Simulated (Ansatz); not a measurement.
Si: several calculations on one system

## 1. Vibrations

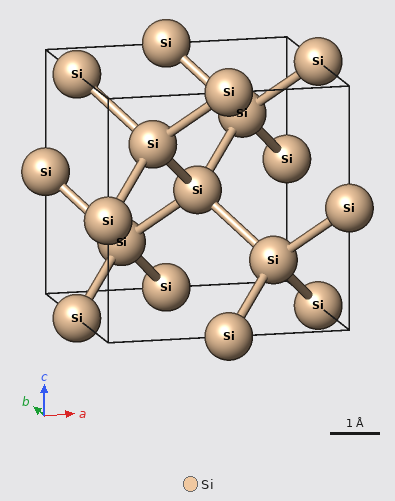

Phonons of crystalline Si relaxed at 15 GPa, space group Fd-3m (No. 227), at the zone centre. A ball-and-stick model of the conventional cell (4 times the calculation's cell), seen slightly off an axis. Lengths and directions refer to the drawn axes.

All numbers below come from DFT LDA, scalar-relativistic, plane waves, PAW in Ansatz.

Input
```yaml
crystal:
  lattice:
    - [0.0, 2.594346438, 2.594346438]
    - [2.594346438, 0.0, 2.594346438]
    - [2.594346438, 2.594346438, 0.0]
  atoms:
    - { symbol: Si, position: [0.5, 0.5, 0.5] }
    - { symbol: Si, position: [0.75, 0.75, 0.75] }
basis:
  ecutwfc: 420
kpoints:
  mp_grid: { grid: [12, 12, 12] }
hamiltonian:
  xc: lda
scf:
  occupations: { method: gaussian, width: 0.01 }
output:
  eigenvalues: true
phonons:
  method: dfpt
  eigenvectors: true
```

Command:
```bash
ansatz run input.yaml --threads 1 --pin off --max-ram 3072MiB --backend cpu --events-out ev --progress --plain --runs-dir out
```

Frequencies are those without the non-analytic (LO–TO) term.

### List the optical modes.

The calculation's cell holds 2 atoms, so there are 3 optical modes, in 1 level. The optical modes span T₂g. No level is unstable.

| level | symmetry | frequency (cm⁻¹) | activity |
| --- | --- | --- | --- |
| 1 | T₂g | 579 | Raman-active |

The displacement patterns (one member of each degenerate set):

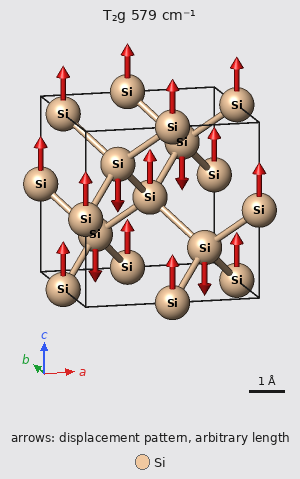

## 2. Vibrations

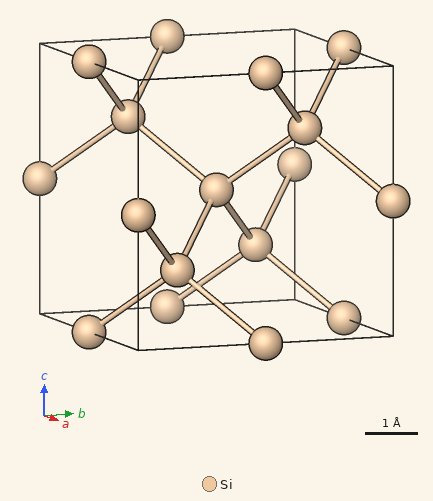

Phonons of a crystal of Si relaxed at 8 GPa, space group Fd-3m (No. 227), at the zone centre. Style: ball-and-stick. Shown: the conventional cell (4 times the calculation's cell), slightly off an axis. Lengths and directions refer to the drawn axes.

Method: Ansatz 0.2.0, DFT LDA, scalar-relativistic, plane waves, PAW.

Input
```yaml
crystal:
  lattice:
    - [0.0, 2.6376288514, 2.6376288514]
    - [2.6376288514, 0.0, 2.6376288514]
    - [2.6376288514, 2.6376288514, 0.0]
  atoms:
    - { symbol: Si, position: [0.5, 0.5, 0.5] }
    - { symbol: Si, position: [0.75, 0.75, 0.75] }
basis:
  ecutwfc: 420
kpoints:
  mp_grid: { grid: [12, 12, 12] }
hamiltonian:
  xc: lda
scf:
  occupations: { method: fixed }
output:
  eigenvalues: true
phonons:
  method: dfpt
  dielectric: true
  rigid_motions: translations
  eigenvectors: true
```

Launched with:
```bash
ansatz run input.yaml --threads 1 --pin off --max-ram 3072MiB --backend cpu --events-out ev --progress --plain --runs-dir out
```

Frequencies are those without the non-analytic (LO–TO) term.

> List the optical modes.

The calculation's cell holds 2 atoms, so there are 3 optical modes, in 1 level. The optical modes span T₂g. No level is unstable.

| level | symmetry | frequency (cm⁻¹) | activity |
| --- | --- | --- | --- |
| 1 | T₂g | 551 | Raman-active |

The modes drawn as arrows (one member of each degenerate set):

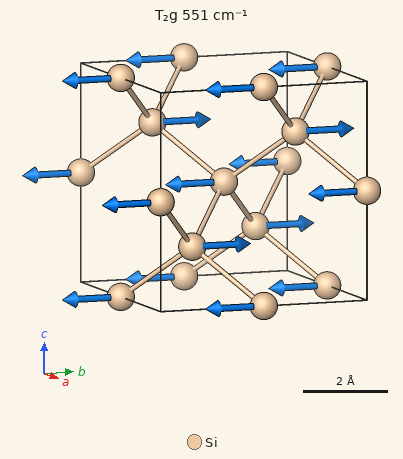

## 3. One mode

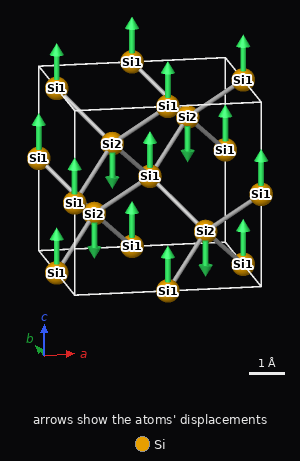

One vibrational mode of a crystal of Si at 1.02 times its rest volume at the zone centre. The green arrows give the relative displacements of the atoms. A ball-and-stick model of the conventional cell (4 times the calculation's cell), seen slightly off an axis. Lengths and directions refer to the drawn axes.

The calculation used DFT LDA, scalar-relativistic, plane waves, PAW (Ansatz).

The input:
```yaml
crystal:
  lattice:
    - [0.0, 2.7188613535, 2.7188613535]
    - [2.7188613535, 0.0, 2.7188613535]
    - [2.7188613535, 2.7188613535, 0.0]
  atoms:
    - { symbol: Si, position: [0.5, 0.5, 0.5] }
    - { symbol: Si, position: [0.75, 0.75, 0.75] }
basis:
  ecutwfc: 420
kpoints:
  mp_grid: { grid: [12, 12, 12] }
hamiltonian:
  xc: lda
scf:
  occupations: { method: fixed }
output:
  eigenvalues: true
phonons:
  method: dfpt
  dielectric: true
  rigid_motions: translations
  eigenvectors: true
```

Command:
```bash
ansatz run input.yaml --threads 1 --pin off --max-ram 3072MiB --backend cpu --events-out ev --progress --plain --runs-dir out
```

Frequencies are those without the non-analytic (LO–TO) term.

Q: What mode is this, and where does it lie in the spectrum?

A: This is the T₂g mode (triply degenerate; one member of the set is drawn) at 503 cm⁻¹, the only optical level, Raman-active by symmetry. All motion is along c; atoms of one kind move against one another, with no net shift of their sublattice.

## 4. Softest mode

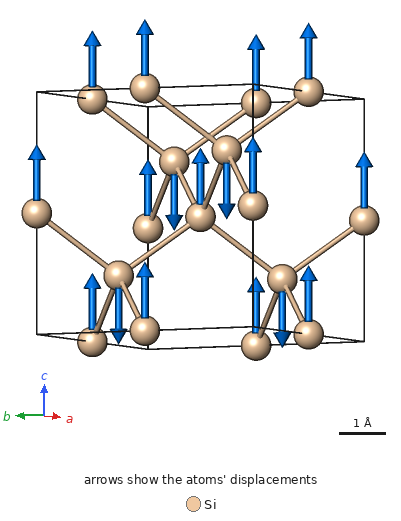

The lowest optical mode of a crystal of Si relaxed at 3 GPa, space group Fd-3m (No. 227), at the zone centre. Displacements are drawn as blue arrows; their common scale and sign are arbitrary. A ball-and-stick model of the conventional cell (4 times the calculation's cell), seen from a free direction. Lengths and directions refer to the drawn axes.

Method: DFT LDA, scalar-relativistic, plane waves, PAW (Ansatz). (plane-wave cutoff 420 eV; k-point mesh 12 × 12 × 12; occupations fixed; target pressure 3 GPa; no spin polarisation)

Frequencies are those without the non-analytic (LO–TO) term.

Q: Is this crystal at a minimum with respect to the drawn distortion?

A: Yes: this softest mode has a real frequency, and so have all others here. That speaks for this wave vector alone: the rest of the zone wasn't checked in this run. This is the T₂g mode (triply degenerate; one member of the set is drawn) at 528 cm⁻¹, the only optical level, Raman-active by symmetry. All motion is along c; atoms of one kind move against one another, with no net shift of their sublattice.

## 5. Softest mode

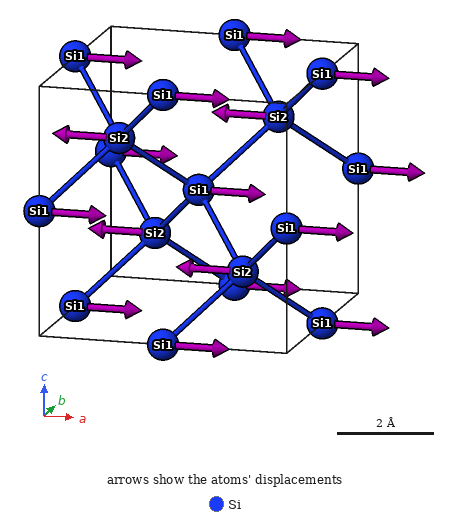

The lowest optical mode of solid Si at 0.98 times its rest volume, space group Fd-3m (No. 227), at the zone centre. Displacements are drawn as purple arrows; their common scale and sign are arbitrary. A ball-and-stick model of the conventional cell (4 times the calculation's cell), seen slightly off an axis. Lengths and directions refer to the drawn axes.

Theory: DFT LDA, scalar-relativistic, plane waves, PAW in Ansatz 0.2.0.

The input:
```yaml
crystal:
  lattice:
    - [0.0, 2.6828457042, 2.6828457042]
    - [2.6828457042, 0.0, 2.6828457042]
    - [2.6828457042, 2.6828457042, 0.0]
  atoms:
    - { symbol: Si, position: [0.5, 0.5, 0.5] }
    - { symbol: Si, position: [0.75, 0.75, 0.75] }
basis:
  ecutwfc: 420
kpoints:
  mp_grid: { grid: [12, 12, 12] }
hamiltonian:
  xc: lda
scf:
  occupations: { method: fixed }
output:
  eigenvalues: true
phonons:
  method: dfpt
  dielectric: true
  rigid_motions: translations
  eigenvectors: true
```

Launched with:
```bash
ansatz run input.yaml --threads 1 --pin off --max-ram 3072MiB --backend cpu --events-out ev --progress --plain --runs-dir out
```

Frequencies are those without the non-analytic (LO–TO) term.

Is this crystal at a minimum with respect to the drawn distortion?

Answer. Yes: this softest mode has a real frequency, and so have all others here. That speaks for this wave vector alone: the rest of the zone wasn't checked in this run. This is the T₂g mode (triply degenerate; one member of the set is drawn) at 523 cm⁻¹, the only optical level, Raman-active by symmetry. All motion is along a; atoms of one kind move against one another, with no net shift of their sublattice.
